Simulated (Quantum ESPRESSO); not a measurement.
# GaP (F-43m): phonon frequency against volume, with a fit

By how much does an optical zone-centre mode of GaP (F-43m) shift under hydrostatic pressure?

Program: Quantum ESPRESSO 7.5. Level of theory: DFT LDA, scalar-relativistic, plane waves, PseudoDojo norm-conserving pseudopotentials. Results are calculated unless marked as measured.

## (1) The relaxed structure

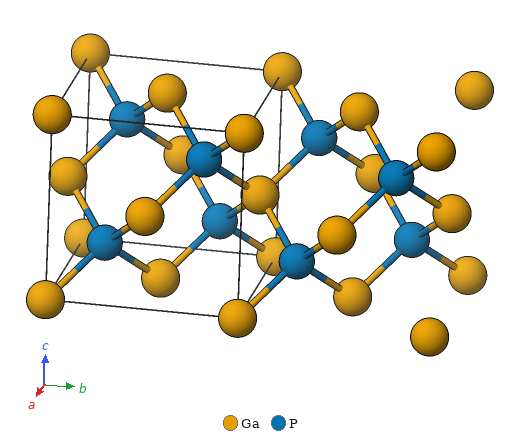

Start, viewed slightly off an axis; gallium orange, phosphorus blue. 1×2×1 cells are drawn. This picture shows the conventional cell, with its axes. Bonds to atoms that aren't drawn are left out. Some periodic images of atoms are drawn too.

Coordinates:

```cif
data_structure
_symmetry_space_group_name_H-M 'F-43m'
_symmetry_Int_Tables_number 216
_cell_length_a 5.3873
_cell_length_b 5.3873
_cell_length_c 5.3873
_cell_angle_alpha 90.000
_cell_angle_beta 90.000
_cell_angle_gamma 90.000
_cell_volume 156.36
loop_
_atom_site_label
_atom_site_type_symbol
_atom_site_symmetry_multiplicity
_atom_site_Wyckoff_symbol
_atom_site_fract_x
_atom_site_fract_y
_atom_site_fract_z
_atom_site_occupancy
Ga1 Ga 4 a 0.00000 0.00000 0.00000 1
P1 P 4 d 0.25000 0.25000 0.75000 1
```

This is the cell after its relaxation at this level of theory, not the database cell from which that began.

## (2) Runs at several volumes

The relaxed cell is scaled uniformly; in this structure symmetry fixes all atoms, so nothing has to be relaxed anew. Each volume gets a ground state and a response at Γ. The mode followed is the highest one without the macroscopic field, of symmetry T2; longitudinal polar modes lie higher. Cutoff 88 Ry, k mesh 8×8×8.

From the response at V/V₀ = 0.94:

What it wrote:

```text
[banners, grids, parts of the stress and lines that vanish by symmetry left out]
Program PHONON v.7.5
     Reading xml data from directory:

[...]
Exchange-correlation= PW
                           (   1   4   0   0   0   0   0)
[...]
kinetic-energy cut-off    =      88.0000  Ry
     charge density cut-off    =     352.0000  Ry
     convergence threshold     =      1.0E-18
[...]
Exchange-correlation= PW
                           (   1   4   0   0   0   0   0)
[...]
q = (   0.0000000   0.0000000   0.0000000 )
     25 Sym.Ops. (with q -> -q+G )
     G cutoff =  886.7712  (  27581 G-vectors)     FFT grid: ( 45, 45, 45)
     number of k points=    29
[...]
Mode symmetry, T_d (-43m)  point group:
[...]
Dielectric constant
[...]
End of electric fields calculation
          Dielectric constant in cartesian axis
          (      11.027464863      -0.000000000      -0.000000000 )
          (      -0.000000000      11.027464863       0.000000000 )
          (      -0.000000000       0.000000000      11.027464863 )
          Effective charges (d Force / dE) in cartesian axis without acoustic sum rule applied (asr)
           atom    1  Ga    Mean Z*:        1.93636
      Ex  (        1.93636        0.00000        0.00000 )
      Ey  (        0.00000        1.93636       -0.00000 )
      Ez  (        0.00000       -0.00000        1.93636 )
           atom    2  P     Mean Z*:       -2.04879
      Ex  (       -2.04879       -0.00000        0.00000 )
      Ey  (       -0.00000       -2.04879       -0.00000 )
      Ez  (        0.00000       -0.00000       -2.04879 )
          Effective charges Sum: Mean:       -0.11242
[...]
Effective charges (d Force / dE) in cartesian axis with asr applied:
           atom    1  Ga    Mean Z*:        1.99257
[...]
atom    2  P     Mean Z*:       -1.99257
[...]
Representation #   1 modes #   1   2   3
[...]
End of self-consistent calculation
     Convergence has been achieved
     Representation #   2 modes #   4   5   6
[...]
End of self-consistent calculation
     Convergence has been achieved
[...]
Dielectric constant in cartesian axis
          (      11.027464863      -0.000000000      -0.000000000 )
          (      -0.000000000      11.027464863       0.000000000 )
          (      -0.000000000       0.000000000      11.027464863 )
          Effective charges (d Force / dE) in cartesian axis without acoustic sum rule applied (asr)
           atom    1  Ga    Mean Z*:        1.93636
      Ex  (        1.93636        0.00000        0.00000 )
      Ey  (        0.00000        1.93636       -0.00000 )
      Ez  (        0.00000       -0.00000        1.93636 )
           atom    2  P     Mean Z*:       -2.04879
      Ex  (       -2.04879       -0.00000        0.00000 )
      Ey  (       -0.00000       -2.04879       -0.00000 )
      Ez  (        0.00000       -0.00000       -2.04879 )
          Effective charges Sum: Mean:       -0.11242
[...]
Effective charges (d Force / dE) in cartesian axis with asr applied:
           atom    1  Ga    Mean Z*:        1.99257
[...]
atom    2  P     Mean Z*:       -1.99257
[...]
q = (    0.000000000   0.000000000   0.000000000 )
[...]
freq (    1) =       0.089870 [THz] =       2.997724 [cm-1]
     freq (    2) =       0.089870 [THz] =       2.997724 [cm-1]
     freq (    3) =       0.089870 [THz] =       2.997724 [cm-1]
     freq (    4) =      11.802577 [THz] =     393.691585 [cm-1]
     freq (    5) =      11.802577 [THz] =     393.691585 [cm-1]
     freq (    6) =      11.802577 [THz] =     393.691585 [cm-1]
[...]
Mode symmetry, T_d (-43m)  point group:
     freq (   1-   3) =          3.0  [cm-1]   --> T_2  G_15 P_4   I+R
     freq (   4-   6) =        393.7  [cm-1]   --> T_2  G_15 P_4   I+R

   JOB DONE.
```

One volume, V/V₀ = 1.03, is held back as a test.

```tsv
V/V₀	volume (Å³/atom)	pressure (GPa)	ω (cm⁻¹)
0.94	18.372	6.39	393.69
0.97	18.958	2.94	379.05
1	19.545	0.00	365.28
1.03	20.131	-2.49	held back
1.06	20.717	-4.61	340.02
```

## (3) The fit

The mode Grüneisen parameter is γ = −d ln ω / d ln V.

```tsv
ln(V/V₀)	ln ω
-0.0619	5.9756
-0.0305	5.9377
0.0000	5.9007
0.0583	5.8290
```

A straight line through these points has the slope -1.220, so γ = 1.22; at V/V₀ = 1.03 it predicts ω = exp(5.9003 − 0.0361) = 352.22 cm⁻¹.

A parabola of pressure against ln V through V/V₀ = 0.97, 1 and 1.03 gives the bulk modulus B = −dP/d ln V = 90 GPa at V₀. With ω₀ from the fitted line the pressure coefficient follows as dω/dP = γ ω₀ / B = 1.22 × 365.2 / 90 = 4.94 cm⁻¹/GPa.

## (4) The run that was held back

What it wrote:

```text
[banners, grids, parts of the stress and lines that vanish by symmetry left out]
[banner, memory and clock lines left out]
Program PHONON v.7.5

[...]
Exchange-correlation= PW
                           (   1   4   0   0   0   0   0)
[...]
kinetic-energy cut-off    =      88.0000  Ry
     charge density cut-off    =     352.0000  Ry
     convergence threshold     =      1.0E-18
[...]
Exchange-correlation= PW
                           (   1   4   0   0   0   0   0)
[...]
q = (   0.0000000   0.0000000   0.0000000 )
     25 Sym.Ops. (with q -> -q+G )
     G cutoff =  942.5068  (  30395 G-vectors)     FFT grid: ( 45, 45, 45)
     number of k points=    29
[...]
Mode symmetry, T_d (-43m)  point group:
[...]
Dielectric constant
[...]
End of electric fields calculation
          Dielectric constant in cartesian axis
          (      12.000715517       0.000000000       0.000000000 )
          (       0.000000000      12.000715517      -0.000000000 )
          (       0.000000000      -0.000000000      12.000715517 )
          Effective charges (d Force / dE) in cartesian axis without acoustic sum rule applied (asr)
           atom    1  Ga    Mean Z*:        2.09189
      Ex  (        2.09189       -0.00000        0.00000 )
      Ey  (       -0.00000        2.09189        0.00000 )
      Ez  (        0.00000        0.00000        2.09189 )
           atom    2  P     Mean Z*:       -2.21664
      Ex  (       -2.21664        0.00000       -0.00000 )
      Ey  (        0.00000       -2.21664        0.00000 )
      Ez  (        0.00000        0.00000       -2.21664 )
[...]
Representation #   1 modes #   1   2   3
[...]
End of self-consistent calculation
     Convergence has been achieved
     Representation #   2 modes #   4   5   6
[...]
End of self-consistent calculation
     Convergence has been achieved
[...]
Dielectric constant in cartesian axis
          (      12.000715517       0.000000000       0.000000000 )
          (       0.000000000      12.000715517      -0.000000000 )
          (       0.000000000      -0.000000000      12.000715517 )
          Effective charges (d Force / dE) in cartesian axis without acoustic sum rule applied (asr)
           atom    1  Ga    Mean Z*:        2.09189
      Ex  (        2.09189       -0.00000        0.00000 )
      Ey  (       -0.00000        2.09189        0.00000 )
      Ez  (        0.00000        0.00000        2.09189 )
           atom    2  P     Mean Z*:       -2.21664
      Ex  (       -2.21664        0.00000       -0.00000 )
      Ey  (        0.00000       -2.21664        0.00000 )
      Ez  (        0.00000        0.00000       -2.21664 )
          Effective charges Sum: Mean:       -0.12475
[...]
Effective charges (d Force / dE) in cartesian axis with asr applied:
           atom    1  Ga    Mean Z*:        2.15426
[...]
atom    2  P     Mean Z*:       -2.15426
[...]
q = (    0.000000000   0.000000000   0.000000000 )
[...]
freq (    1) =       0.104881 [THz] =       3.498446 [cm-1]
     freq (    2) =       0.104881 [THz] =       3.498446 [cm-1]
     freq (    3) =       0.104881 [THz] =       3.498446 [cm-1]
     freq (    4) =      10.561544 [THz] =     352.295173 [cm-1]
     freq (    5) =      10.561544 [THz] =     352.295173 [cm-1]
     freq (    6) =      10.561544 [THz] =     352.295173 [cm-1]
[...]
Mode symmetry, T_d (-43m)  point group:
     freq (   1-   3) =          3.5  [cm-1]   --> T_2  G_15 P_4   I+R
     freq (   4-   6) =        352.3  [cm-1]   --> T_2  G_15 P_4   I+R
```

It gives 352.30 cm⁻¹ against the predicted 352.22 cm⁻¹, a miss of 0.08 cm⁻¹.

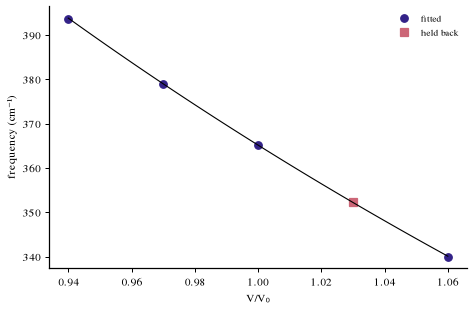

Frequency against volume, with the power-law fit.

## (5) Results

| Property | Result |
| --- | --- |
| mode Grüneisen parameter | 1.220 |
| bulk modulus | 90.3 GPa |
| pressure coefficient | 4.94 cm⁻¹/GPa |

What this shows: The highest optical mode of GaP (F-43m) without the LO-TO term stiffens by 4.94 cm⁻¹ a GPa near the relaxed volume, with γ = 1.22. The power law meets all 5 runs within 0.04 %; between neighbouring volumes γ runs from 1.21 to 1.24. Such a coefficient turns a measured shift of this mode into a hydrostatic stress; uniaxial or biaxial stress splits the mode and needs deformation potentials. These are harmonic values at zero temperature for the structure held cubic, which a run at Γ can't show to be stable; the bulk modulus rests on three points.

[Host names and launcher messages were left out of these logs when they were recorded.]

[Logs are printed without paths, hosts, clocks, repeated set-up lines and the standing remarks that a program may print on its own settings, such as how far it seeks lower states.]

[Hosts, paths, dates, database ids (printed as entryN), source tags and the programs' standing remarks are cut or masked in the printed files.]
